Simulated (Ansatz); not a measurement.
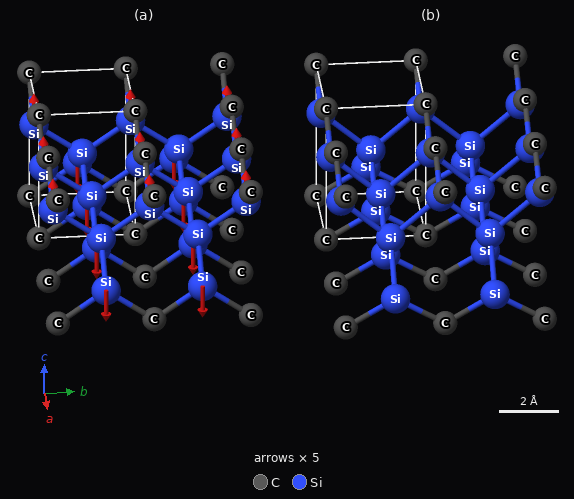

The structure of a crystal of Si₃C (a generated structure, set up in P-4m2) before (left) and after (right) a relaxation, at one scale. The red arrows give the displacements (the part carried along by the change of the cell is left out), 5 times their true length.

A ball-and-stick model of the cell of the calculation, repeated 3 × 2 × 1 with one cell outlined, seen from a free direction.

Method: Ansatz, DFT, PBE, plane waves, PAW. Set-up: plane-wave cutoff 420 eV; k-point mesh 8 × 8 × 6; occupations fermi dirac; smearing width 0.02 eV; no spin polarisation; cell and atoms relaxed; force threshold 0.005 eV/Å.

**What changed between the two?**

Over 5 accepted moves (7 points after the start) the energy falls by 560 meV per atom. Largest force component: 7.4 eV/Å at the start, 0.00021 eV/Å at the end. The pressure goes from 33.89 to 0.00 GPa. At 2 points the geometry stayed and the basis and grid were re-selected for the new cell (energy shift of 2.5 meV per atom at most each time). The largest moves relative to the cell, 0.24 Å, are those of Si atoms. C stays in place. Cell: a = b 3.339 → 3.444 Å (+3.1 %), c 4.723 → 5.023 Å (+6.4 %). Volume +13.1 %. Some distances before and after: Si–Si 2.045 → 2.281 Å, C–Si 2.045 → 1.999 Å. Bond angles that change, for instance: Si–Si–Si 109.5° → 98.0°, C–Si–C 109.5° → 118.9°, Si–C–Si 109.5° → 118.9°. The space group stays P-4m2 (No. 115). The run took roughly 24 core-seconds on a shared host.
